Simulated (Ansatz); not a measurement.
System: Rh.

```cif
data_structure
_symmetry_space_group_name_H-M 'P 1'
_symmetry_Int_Tables_number 1
_cell_length_a 2.5955
_cell_length_b 2.5955
_cell_length_c 4.5226
_cell_angle_alpha 90.000
_cell_angle_beta 90.000
_cell_angle_gamma 120.000
_cell_volume 26.38
loop_
_atom_site_label
_atom_site_type_symbol
_atom_site_fract_x
_atom_site_fract_y
_atom_site_fract_z
_atom_site_occupancy
Rh1 Rh 0.66667 0.33333 0.75000 1
Rh2 Rh 0.33333 0.66667 0.25000 1
```

Space group P6₃/mmc; a structure from a database of computed crystals, not necessarily the ambient phase; changed on purpose from its base cell (strain -0.040 along x and y, +0.040 along z, atoms carried along); computed pressure about 15 GPa in this cell; computed without spin polarisation.

Method: Ansatz 0.2.0, DFT r2SCAN, scalar-relativistic, plane waves, PAW.

**What can the converged valence pseudo-density and electron localisation function tell about the bonding?**

Rh–Rh (2.60 Å): ρ at the midpoint is about 0.43 e/Å³; the ELF is about 0.25 at the midpoint (no localised pair shows between them).

**Does the calculation make it a metal, or give it a gap?**

It is gapless in this calculation (a metal or semimetal).

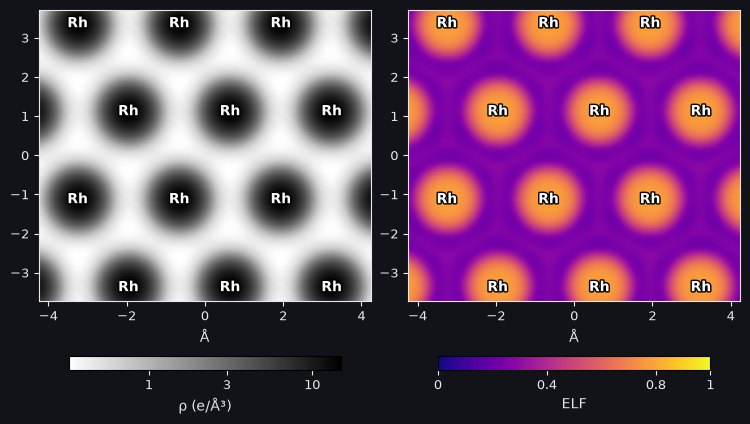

Computed valence pseudo-density and electron localisation function on the (001) plane of the conventional cell, in this order. 

The density is the valence pseudo-density of a PAW calculation; it isn't the true density close to the nuclei.
